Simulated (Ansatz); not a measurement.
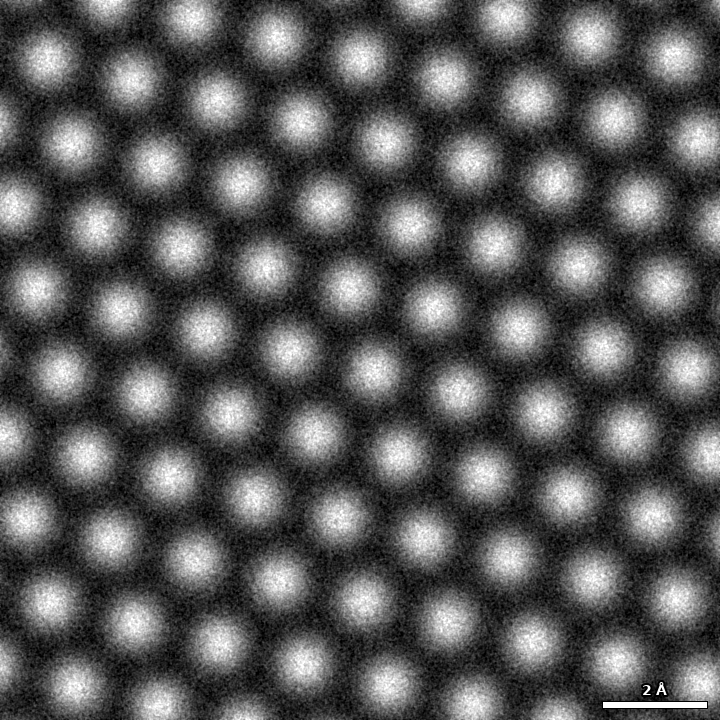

iDPC-like image of a crystal. Simulated as the projected potential of neutral atoms (B = 0.8 Å²) blurred by a 0.78 Å probe, the thin-sample limit of integrated differential phase contrast. Shot noise was added.

Question: Give the net of the columns and its spacings.

Answer: The pattern repeats on a hexagonal net with a repeat of 1.7 Å.

Question: Which plane group does this projection have?

Answer: p6mm: sixfold points with mirror lines through them.

Question: How many columns does the smallest repeating cell hold, and how many levels of brightness?

Answer: 1 column in the primitive cell of 2.5 Å², all of one brightness.

The crystal is Ti (R-3m, No. 166) seen along [001]. Model: the end point of a relaxation with Ansatz 0.2.0, DFT r2SCAN, scalar-relativistic, plane waves, PAW; the starting structure was generated, so it need not be a known form of this composition.
